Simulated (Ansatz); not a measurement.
System: Al3Ni2.

```
CELL_PARAMETERS angstrom
4.00304 0.00000 0.00000
-2.00152 3.46673 0.00000
0.00000 0.00000 4.85917
ATOMIC_POSITIONS crystal
Al 0.00000 0.00000 0.00000
Al 0.33333 0.66667 0.64775
Al 0.66667 0.33333 0.35225
Ni 0.33333 0.66667 0.14553
Ni 0.66667 0.33333 0.85447
```

Space group P-3m1; computed without spin polarisation.

Level of theory: DFT PBEsol, scalar-relativistic, plane waves, PAW (Ansatz).

**Predict the valence pseudo-density and electron localisation function between the atoms.**

Al–Ni (2.44 Å): ρ at the midpoint is about 0.37 e/Å³; the ELF peaks at about 0.70 between the atoms.

**Does the calculation make it a metal, or give it a gap?**

It is gapless in this calculation (a metal or semimetal).

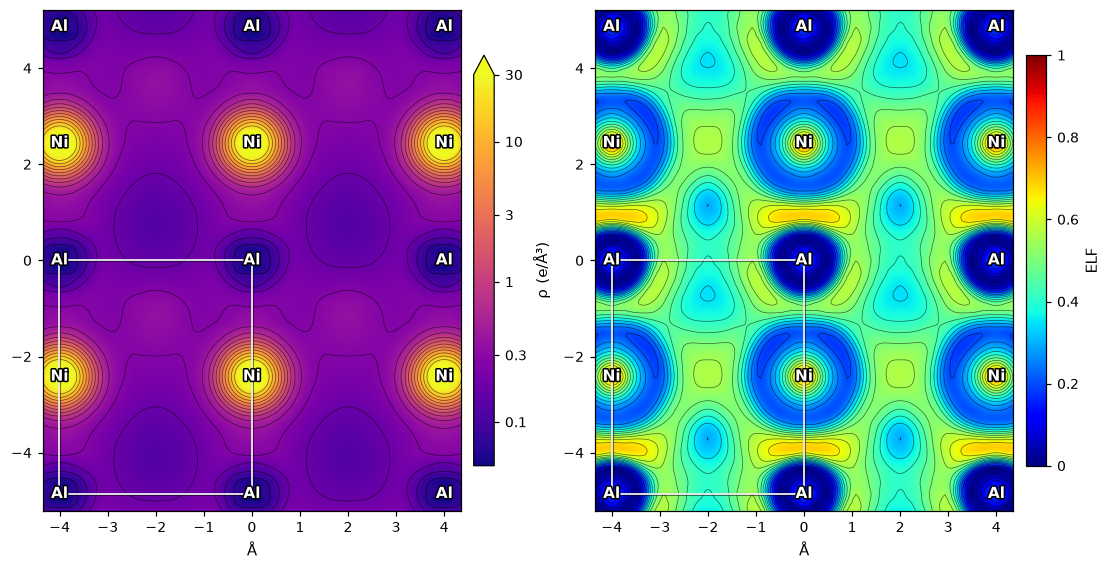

Computed valence pseudo-density and electron localisation function on the (100) plane of the conventional cell, in this order. 

The density is the valence pseudo-density of a PAW calculation; it isn't the true density close to the nuclei.
